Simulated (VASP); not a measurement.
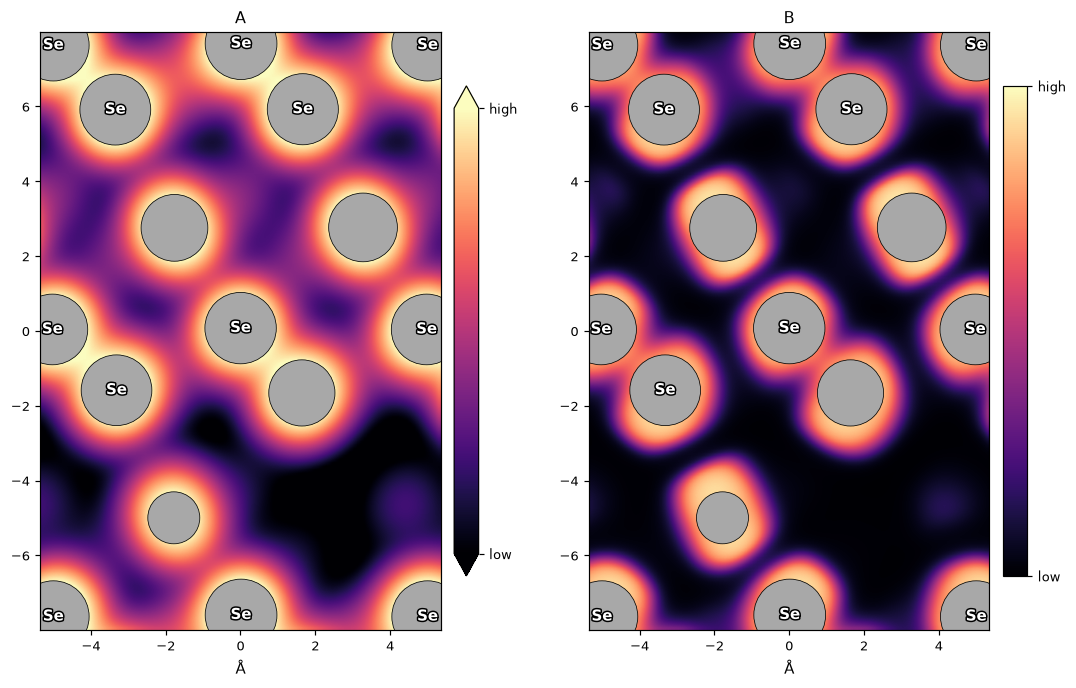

Se (cell with a defect): 2 fields on the (110) plane of the calculation cell, with unlabelled colour scales. Grey discs cover the atomic cores.

Computed pressure about −2 GPa in this cell.

These are results of VASP, Kohn-Sham DFT of a periodic cell, LDA, VASP PAW LDA potentials, recommended, not measurements.

```yaml
crystal:
  lattice:
    - [8.81957, 0.00000, 0.00000]
    - [-4.40979, 7.63797, 0.00000]
    - [0.00000, 0.00000, 10.00610]
  atoms:
    - { symbol: Se, position: [0.99726, 0.13889, 0.31083] }
    - { symbol: Se, position: [0.35762, 0.37044, 0.49491] }
    - { symbol: Se, position: [0.10170, 0.03399, 0.66733] }
    - { symbol: Se, position: [0.00957, 0.15825, 0.83417] }
    - { symbol: Se, position: [0.35074, 0.36209, 0.99872] }
    - { symbol: Se, position: [0.12272, 0.49119, 0.16875] }
    - { symbol: Se, position: [0.01309, 0.59434, 0.34009] }
    - { symbol: Se, position: [0.42037, 0.89920, 0.50757] }
    - { symbol: Se, position: [0.11351, 0.47727, 0.67159] }
    - { symbol: Se, position: [0.99081, 0.58148, 0.83532] }
    - { symbol: Se, position: [0.41139, 0.89381, 0.00509] }
    - { symbol: Se, position: [0.63689, 0.01044, 0.17130] }
    - { symbol: Se, position: [0.51431, 0.11330, 0.33686] }
    - { symbol: Se, position: [0.88467, 0.36513, 0.50209] }
    - { symbol: Se, position: [0.64782, 0.01587, 0.67285] }
    - { symbol: Se, position: [0.51678, 0.11446, 0.83781] }
    - { symbol: Se, position: [0.88333, 0.36696, 0.00530] }
    - { symbol: Se, position: [0.58002, 0.47496, 0.16379] }
    - { symbol: Se, position: [0.48473, 0.59969, 0.32864] }
    - { symbol: Se, position: [0.88521, 0.91301, 0.49314] }
    - { symbol: Se, position: [0.58171, 0.48004, 0.66339] }
    - { symbol: Se, position: [0.48772, 0.59970, 0.83163] }
    - { symbol: Se, position: [0.05442, 0.03980, 0.11072] }
```

### Match the panels to the quantities (electron localisation function and valence pseudo-density).

Panel A: valence pseudo-density. Panel B: electron localisation function. From the grid: Se–Se (2.36 Å): ρ at the midpoint is about 0.65 e/Å³; the ELF peaks at about 0.75 between the atoms; localised, covalent bonding. Se–Se (2.36 Å): the density is about 0.65 e/Å³ at the midpoint; the ELF peaks at about 0.75 between the atoms, as expected for a covalent bond.
